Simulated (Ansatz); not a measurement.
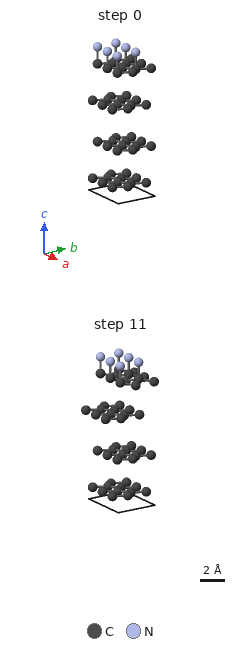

The structure of a slab of composition C8N (cut from the Fmmm phase) before (top) and after (bottom) a constrained relaxation, at one scale.

Style: ball-and-stick. Shown: the 3 × 2 repeat of the cell, outlined in the plane, without the vacuum, slightly off an axis.

Case: N put at a top C site. The slab is the (0 0 1) face of C with N on it. 4 atoms are held fixed.

The calculation used DFT PBE+D3(BJ), scalar-relativistic, plane waves, PAW (Ansatz 0.2.0).

Input
```yaml
crystal:
  lattice:
    - [2.4655379958, 0.0, 0.0]
    - [-1.2327689979, 2.1341461202, 0.0]
    - [0.0, 0.0, 29.1985170553]
  atoms:
    - { symbol: C, position: [0.0833101793, 0.1666203587, 0.2911106747] }
    - { symbol: C, position: [0.4166898206, 0.8333796413, 0.2911106747] }
    - { symbol: C, position: [0.5833101794, 0.1666203587, 0.4075389574] }
    - { symbol: C, position: [0.9166898206, 0.8333796413, 0.4075389574] }
    - { symbol: C, position: [0.0833101793, 0.1666203587, 0.5239644132] }
    - { symbol: C, position: [0.4166898206, 0.8333796413, 0.5239644132] }
    - { symbol: C, position: [0.5833101794, 0.1666203587, 0.640392696] }
    - { symbol: C, position: [0.9166898206, 0.8333796413, 0.640392696] }
    - { symbol: "N", position: [0.5833101794, 0.1666203587, 0.6910802017] }
basis:
  ecutwfc: 420
kpoints:
  mp_grid: { grid: [12, 12, 1] }
hamiltonian:
  xc: pbe
  dispersion: d3bj
scf:
  occupations: { method: gaussian, width: 0.1 }
output:
  forces: true
  eigenvalues: true
  write_density: true
  write_potential: true
  elf: true
  volumetric_format: npy
relax:
  adjacent_minimum: "off"
  f_tol: 0.03
  max_steps: 70
  constraints: [{ sites: [0, 1, 2, 3] }]
efield:
  axis: 3
  dipole_correction: true
  ramp_width: 0.04
```

Launched with:
```bash
ansatz run input.yaml --threads 2 --pin off --max-ram 5120MiB --backend cpu --events-out ev --progress --plain --runs-dir out
```

### What changed between the two?

The energy falls by 0.508 eV per cell of the calculation in 9 accepted moves (11 points after the start). The largest force component goes from 2.8 to 0.016 eV/Å. 2 steps only repeated the SCF at the same geometry. The largest moves, 0.62 Å, are those of C5 and C6. C6 goes within the plane. Largest moves by element: C 0.62 Å, N 0.29 Å. The lattice vectors keep their values. Some distances before and after: C7–C8 1.423 → 1.460 Å, C7–N9 1.480 → 1.453 Å. Among the angles between lasting bonds that change: C8–C7–N9 90.0° → 102.8°, C8–C7–C8 120.0° → 115.2°.

Limits of the set-up: the cell has an odd number of electrons but was run without spin polarisation; the periodic images lie only 2.5 Å apart, so the values are limited by the cell's size.
